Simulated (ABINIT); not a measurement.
# Positron calculation, with input and output: WS$_{2}$ (part 2 of 2)

WS$_{2}$ (R3m, 3 atoms in the cell); Kohn-Sham DFT of a periodic cell, LDA, JTH PAW LDA v2.0, no spin polarisation (ABINIT 10.8.3); cutoff 435.38 eV, 7×7×7 k-mesh, fermi-dirac of 0.05 eV. The structure derives from an entry of the Crystallography Open Database.

Geometry of the input (Å; fractional positions):
```
1.5790  0.9116  6.1633
-1.5790  0.9116  6.1633
0.0000  -1.8233  6.1633
W  0.0000  0.0000  0.0000
S  0.5810  0.5810  0.5810
S  0.7503  0.7503  0.7503
```

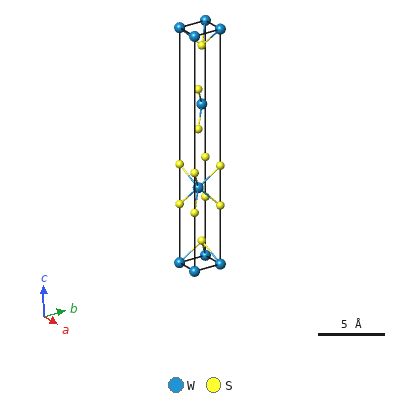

The structure (ball-and-stick view of the cell 3 times as large as that of the calculation, set on its symmetry axes, seen slightly off an axis).

What the program printed, continued:
```
 cartesian forces (hartree/bohr) at end:
    1      0.00000000000000    -0.00000000000000    -0.01135726660974
    2     -0.00000000000000     0.00000000000000     0.01062319227482
    3     -0.00000000000000     0.00000000000000     0.00073407433492
 frms,max,avg= 5.1895042E-03 1.1357267E-02   0.000E+00  0.000E+00 -3.182E-06 h/b

 cartesian forces (eV/Angstrom) at end:
    1      0.00000000000000    -0.00000000000000    -0.58401413034871
    2     -0.00000000000000     0.00000000000000     0.54626651034047
    3     -0.00000000000000     0.00000000000000     0.03774762000824
 frms,max,avg= 2.6685504E-01 5.8401413E-01   0.000E+00  0.000E+00 -1.636E-04 e/A
 length scales= 12.145956366474 12.145956366474 12.145956366474 bohr
              =  6.427363309400  6.427363309400  6.427363309400 angstroms
 Fermi (or HOMO) energy (hartree) =   0.28898   Average Vxc (hartree)=  -0.41480
 Eigenvalues (hartree) for nkpt=  44  k points:
 kpt#   1, nband= 17, wtk=  0.00292, kpt=  0.0000  0.0000  0.0000 (reduced coord)
  -2.47171   -1.15784   -1.15114   -1.15114   -0.30303   -0.22864   -0.01069    0.14130
   0.14130    0.18739    0.18739    0.21476    0.22574    0.35118    0.35118    0.36434
   0.36434
      occupation numbers for kpt#   1
   2.00000    2.00000    2.00000    2.00000    2.00000    2.00000    2.00000    2.00000
   2.00000    2.00000    2.00000    2.00000    2.00000    0.00000    0.00000    0.00000
   0.00000
 prteigrs : prtvol=0 or 1, do not print more k-points.

--- !EnergyTerms
iteration_state     : {dtset: 1, }
comment             : Components of total free energy in Hartree
kinetic             :  1.58094783521305E+01
hartree             :  2.79406966772129E+01
xc                  : -1.50050014550672E+01
Ewald energy        : -5.99631140339432E+01
psp_core            :  3.75862076448893E+00
local_psp           : -7.01825324009656E+01
PAW spherical_terms :  7.47022337090174E+00
internal            : -9.01716287252420E+01
'-kT*entropy'       : -2.18774611868871E-08
total_energy        : -9.01716287471194E+01
total_energy_eV     : -2.45369501826707E+03
...

--- !EnergyTermsDC
iteration_state     : {dtset: 1, }
comment             : '"Double-counting" decomposition of free energy'
band_energy         : -1.10251008308391E+01
Ewald energy        : -5.99631140339432E+01
psp_core            :  3.75862076448893E+00
xc_dc               : -3.10296776467685E+01
PAW spherical_terms :  8.08764282637670E+00
internal            : -9.01716289206852E+01
'-kT*entropy'       : -2.18774611868871E-08
total_energy_dc     : -9.01716289425626E+01
total_energy_dc_eV  : -2.45369502358535E+03
...

--- !EnergyTermsWithPAWCore
iteration_state     : {dtset: 1, }
comment             : 'Components of total free energy, including PAW core contributions'
Total energy        : -1.69296661042636E+04
Total energy DC     : -1.69296661044591E+04
Total energy (eV)   : -4.60679683378611E+05
Total energy DC (eV): -4.60679683383929E+05
...

 Cartesian components of stress tensor (hartree/bohr^3)
  sigma(1 1)=  1.38986448E-04  sigma(3 2)= -3.68545805E-13
  sigma(2 2)=  1.38986444E-04  sigma(3 1)=  0.00000000E+00
  sigma(3 3)=  1.26943352E-04  sigma(2 1)=  0.00000000E+00

-Cartesian components of stress tensor (GPa)         [Pressure= -3.9710E+00 GPa]
- sigma(1 1)=  4.08912247E+00  sigma(3 2)= -1.08429919E-08
- sigma(2 2)=  4.08912237E+00  sigma(3 1)=  0.00000000E+00
- sigma(3 3)=  3.73480236E+00  sigma(2 1)=  0.00000000E+00

================================================================================
== DATASET  2 ==================================================================

--- !DatasetInfo
iteration_state: {dtset: 2, }
dimensions: {natom: 3, nkpt: 1, mband: 1, nsppol: 1, nspinor: 1, nspden: 1, mpw: 560, }
cutoff_energies: {ecut:  16.0, pawecutdg:  32.0, }
electrons: {nelect:   1.00000000E+00, charge:   0.00000000E+00, occopt:   2.00000000E+00, tsmear:   1.00000000E-02, }
meta: {optdriver: 0, ionmov: 0, optcell: 0, iscf: 17, paral_kgb: 0, }
...

 mkfilename : getden/=0, take file _DEN from output of DATASET   1.

 Exchange-correlation functional for the present dataset will be:
  LDA: Perdew-Wang 92 LSD fit to Ceperley-Alder data - ixc=7
  J.P.Perdew and Y.Wang, PRB 45, 13244 (1992)

 Real(R)+Recip(G) space primitive vectors, cartesian coordinates (Bohr,Bohr^-1):
 R(1)=  2.9838776  1.7227425 11.6470120  G(1)=  0.1675672  0.0967450  0.0286196
 R(2)= -2.9838776  1.7227425 11.6470120  G(2)= -0.1675672  0.0967450  0.0286196
 R(3)=  0.0000000 -3.4454850 11.6470120  G(3)=  0.0000000 -0.1934899  0.0286196
 Unit cell volume ucvol=  3.5922549E+02 bohr^3
 Angles (23,13,12)=  2.84426739E+01  2.84426739E+01  2.84426739E+01 degrees

 Coarse grid specifications (used for wave-functions):

 getcut: wavevector=  0.0000  0.0000  0.0000  ngfft=  45  45  45
         ecut(hartree)=     16.000   => boxcut(ratio)=   2.01333

 Fine grid specifications (used for densities):

 getcut: wavevector=  0.0000  0.0000  0.0000  ngfft=  64  64  64
         ecut(hartree)=     32.000   => boxcut(ratio)=   2.06934

--- Pseudopotential description ------------------------------------------------
- pspini: atom type   1  psp file is ./W.LDA_PW-JTH.xml
 Pseudopotential format is: paw10
 basis_size (lnmax)=  6 (lmn_size= 18), orbitals=   0   0   1   1   2   2
 Spheres core radius: rc_sph= 2.41188978
 Shapefunction is BESSEL type: shapef(r,l)=aa(1,l)*jl(q(1,l)*r)+aa(2,l)*jl(q(2,l)*r)
 Radius for shape functions =  2.10354610
 Compensation charge density is not taken into account in XC energy/potential

- pspini: atom type   2  psp file is ./S.LDA_PW-JTH.xml
 Pseudopotential format is: paw10
 basis_size (lnmax)=  4 (lmn_size=  8), orbitals=   0   0   1   1
 Spheres core radius: rc_sph= 1.90380259
 Shapefunction is SIN type: shapef(r)=[sin(pi*r/rshp)/(pi*r/rshp)]**2
 Radius for shape functions =  1.40128485
 Compensation charge density is not taken into account in XC energy/potential

--------------------------------------------------------------------------------

================================================================================

--- !BeginCycle
iteration_state: {dtset: 2, }
solver: {iscf: 17, nstep: 80, nline: 10, wfoptalg: 10, }
tolerances: {toldfe: 1.00E-07, }
...

     iter   Etot(hartree)      deltaE(h)  residm     nres2
 ETOT  1  -90.422124935133    -9.042E+01 1.166E+00 1.914E+00
 ETOT  2  -90.693342049233    -2.712E-01 5.036E-03 3.140E+00
 ETOT  3  -90.693857984827    -5.159E-04 1.446E-07 2.283E+00
 ETOT  4  -90.693858070585    -8.576E-08 4.972E-12 5.508E-01
 ETOT  5  -90.693858278705    -2.081E-07 7.629E-16 2.902E-01
 ETOT  6  -90.693858281242    -2.537E-09 6.894E-18 2.255E-02
 ETOT  7  -90.693858251843     2.940E-08 2.458E-17 4.779E-05

 At SCF step    7, etot is converged :
  for the second time, diff in etot=  2.940E-08 < toldfe=  1.000E-07

--- !ResultsGS
iteration_state: {dtset: 2, }
comment   : Summary of ground state results
lattice_vectors:
- [  2.9838776,   1.7227425,  11.6470120, ]
- [ -2.9838776,   1.7227425,  11.6470120, ]
- [  0.0000000,  -3.4454850,  11.6470120, ]
lattice_lengths: [  12.14596,   12.14596,   12.14596, ]
lattice_angles: [ 28.443,  28.443,  28.443, ] # degrees, (23, 13, 12)
lattice_volume:   3.5922549E+02
convergence: {deltae:  2.940E-08, res2:  4.779E-05, residm:  2.458E-17, diffor:  0.000E+00, }
etotal    :  -9.06938583E+01
entropy   :   0.00000000E+00
fermie    :  -5.22228476E-01
cartesian_stress_tensor: null
pressure_GPa: null
xred      :
- [  0.0000E+00,   0.0000E+00,   0.0000E+00,  W]
- [  5.8100E-01,   5.8100E-01,   5.8100E-01,  S]
- [  7.5030E-01,   7.5030E-01,   7.5030E-01,  S]
cartesian_forces: null
force_length_stats: {min: null, max: null, mean: null, }
...

 Integrated electronic density in atomic spheres:
 ------------------------------------------------
 Atom  Sphere_radius  Integrated_density
    1        2.41189          0.00809226
    2        1.90380          0.01752652
    3        1.90380          0.01730005

--------------------------------------------------------------------------------
 Results for electron-positron annihilation:

 # Zero-positron density limit of Arponen and Pajanne fitted by Sterne & Kaiser
   + GGA corrections
   Ref.: P.A. Sterne and J.H. Kaiser, Phys. Rev. B 43, 13892 (1991)
         B. Barbiellini, M.J. Puska, T. Torsti and R.M. Nieminen, Phys. Rev. B 51, 7341 (1995)
 # Enhancement factor of Sterne & Kaiser
   Ref.: P.A. Sterne and J.H. Kaiser, Phys. Rev. B 43, 13892 (1991)

 Positron lifetime                         (ps)   =  2.39835916E+02
 Positron lifetime with IPM for core elec. (ps)   =  2.40574593E+02
 Annihilation rate                         (ns-1) =  4.16951730E+00
 Annihilation rate with IPM for core elec. (ns-1) =  4.15671492E+00

 Annihilation rate core/valence decomposition:
   Core    contribution to ann.rate          (ns-1) =  9.96093915E-02
   Valence contribution to ann.rate          (ns-1) =  4.06990791E+00
   Core    contribution to ann.rate with IPM (ns-1) =  8.32488244E-02
   Valence contribution to ann.rate with IPM (ns-1) =  4.07346610E+00

 Annihilation rate PAW decomposition:
   Plane-wave contribution to ann.rate          (ns-1) =  4.19036691E+00
   Plane-wave valence contribution to ann.rate  (ns-1) =  4.13573708E+00
   On-site core contribution to ann.rate        (ns-1) =  4.49795642E-02
   On-site valence contribution to ann.rate     (ns-1) = -6.58291740E-02
   Plane-wave contribution to ann.rate with IPM (ns-1) =  4.17585685E+00
   Plane-wave core contrb. to ann.rate with IPM (ns-1) =  2.96681029E-02

      (*) IPM=Independent particle Model

================================================================================

 ----iterations are completed or convergence reached----

 Mean square residual over all n,k,spin=   24.575E-18; max=  24.575E-18
 reduced coordinates (array xred) for    3 atoms
       0.000000000000      0.000000000000      0.000000000000
       0.581000000000      0.581000000000      0.581000000000
       0.750300000000      0.750300000000      0.750300000000
 rms dE/dt=  0.0000E+00; max dE/dt=  0.0000E+00; dE/dt below (all hartree)
    1       0.000000000000      0.000000000000      0.000000000000
    2       0.000000000000      0.000000000000      0.000000000000
    3       0.000000000000      0.000000000000      0.000000000000

 cartesian coordinates (angstrom) at end:
    1      0.00000000000000     0.00000000000000     0.00000000000000
    2     -0.00000000000000     0.00000000037343    10.74268999979538
    3      0.00000000000000     0.00000000048224    13.87304699973575
 length scales= 12.145956366474 12.145956366474 12.145956366474 bohr
              =  6.427363309400  6.427363309400  6.427363309400 angstroms
 Fermi (or HOMO) energy (hartree) =  -0.52223   Average Vxc (hartree)=  -0.31632
 Eigenvalues (hartree) for nkpt=   1  k points:
 kpt#   1, nband=  1, wtk=  1.00000, kpt=  0.0000  0.0000  0.0000 (reduced coord)
  -0.52223

--- !EnergyTerms
iteration_state     : {dtset: 2, }
comment             : Components of total free energy in Hartree
kinetic             :  8.71863088881683E-02
local_psp           : -2.38779398735120E+00
PAW spherical_terms :  2.35436878769032E-02
positronic          : -2.27706399058612E+00
electronic          : -9.01716289425626E+01
electron_positron_interaction:  1.75332403308031E+00
total_energy        : -9.06953689000684E+01
total_energy_eV     : -2.46794671386150E+03
...

--- !EnergyTermsDC
iteration_state     : {dtset: 2, }
comment             : '"Double-counting" decomposition of free energy'
band_energy         : -5.22228475830064E-01
PAW spherical_terms :  0.00000000000000E+00
electron_positron_dc: -1.75332486653026E+00
positronic          : -2.27555334236032E+00
electronic          : -9.01716289425626E+01
electron_positron_interaction:  1.75332403308031E+00
total_energy_dc     : -9.06938582518426E+01
total_energy_dc_eV  : -2.46790560702914E+03
...

== END DATASET(S) ==============================================================
================================================================================

 -outvars: echo values of variables after computation  --------
            acell      1.2145956366E+01  1.2145956366E+01  1.2145956366E+01 Bohr
           etotal1    -9.0171628943E+01
           etotal2    -9.0693858252E+01
            fcart1     6.8821021710E-18 -7.9723445262E-19 -1.1357266610E-02
                      -5.7119027237E-18  7.8282574158E-19  1.0623192275E-02
                      -1.1701994473E-18  1.4408711038E-20  7.3407433492E-04
            fcart2     9.9999999999E+99  9.9999999999E+99  9.9999999999E+99
                       9.9999999999E+99  9.9999999999E+99  9.9999999999E+99
                       9.9999999999E+99  9.9999999999E+99  9.9999999999E+99
            rprim      2.4566839060E-01  1.4183671150E-01  9.5892095040E-01
                      -2.4566839060E-01  1.4183671150E-01  9.5892095040E-01
                       0.0000000000E+00 -2.8367342290E-01  9.5892095040E-01
           strten1     1.3898644777E-04  1.3898644442E-04  1.2694335218E-04
                      -3.6854580529E-13  0.0000000000E+00  0.0000000000E+00
           strten2     9.9999999999E+99  9.9999999999E+99  9.9999999999E+99
                       9.9999999999E+99  9.9999999999E+99  9.9999999999E+99
           xangst      0.0000000000E+00  0.0000000000E+00  0.0000000000E+00
                      -1.5194780938E-16  3.7342966623E-10  1.0742690000E+01
                       9.2771436933E-17  4.8224490253E-10  1.3873047000E+01
             xred      0.0000000000E+00  0.0000000000E+00  0.0000000000E+00
                       5.8100000000E-01  5.8100000000E-01  5.8100000000E-01
                       7.5030000000E-01  7.5030000000E-01  7.5030000000E-01
 Calculation completed.
```

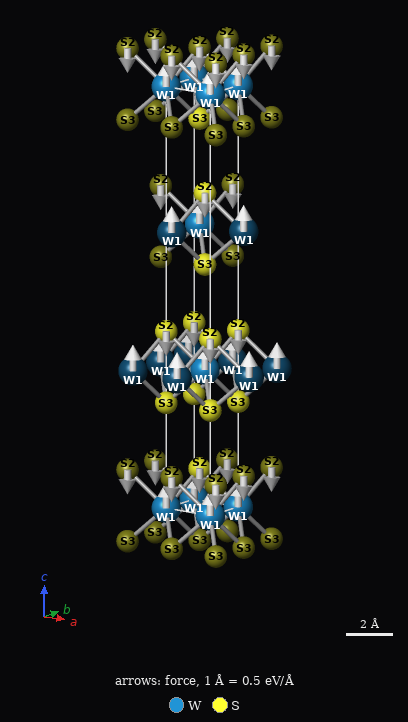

Forces on the atoms as white arrows (ball-and-stick view of the cell 3 times as large as that of the calculation, set on its symmetry axes, seen slightly off an axis; neighbours outside the cell are drawn fainter; atoms are numbered from 1 in the order of the input); the smallest are left out. The largest act on W1 (0.58 eV/Å); S2 (0.55 eV/Å). The geometry is not a stationary point of this energy.

Key numbers:

| quantity | value |
| --- | --- |
| outcome | converged |
| space group (tolerance 0.01 Å) | R3m (160) |
| electrons treated | 26 |
| free energy | −2453.6950 eV |
| positron lifetime (one of the program's estimates) | 239.8 ps |
| Fermi energy of the self-consistent step | 7.864 eV |
| gap on the k-point mesh | 1.07 eV |
| pressure | −3.97 GPa |
| largest force (length of the vector) | 0.584 eV/Å |
| hardware | 1 thread of Arm Neoverse V2, 24 GiB of memory available, shared host |
| wall time | 84 s |
| peak memory | 0.16 GiB |

Remarks:

Points of doubt noted for this run: PAW basis incomplete for positron. Spin–orbit coupling is left out, which matters for W.
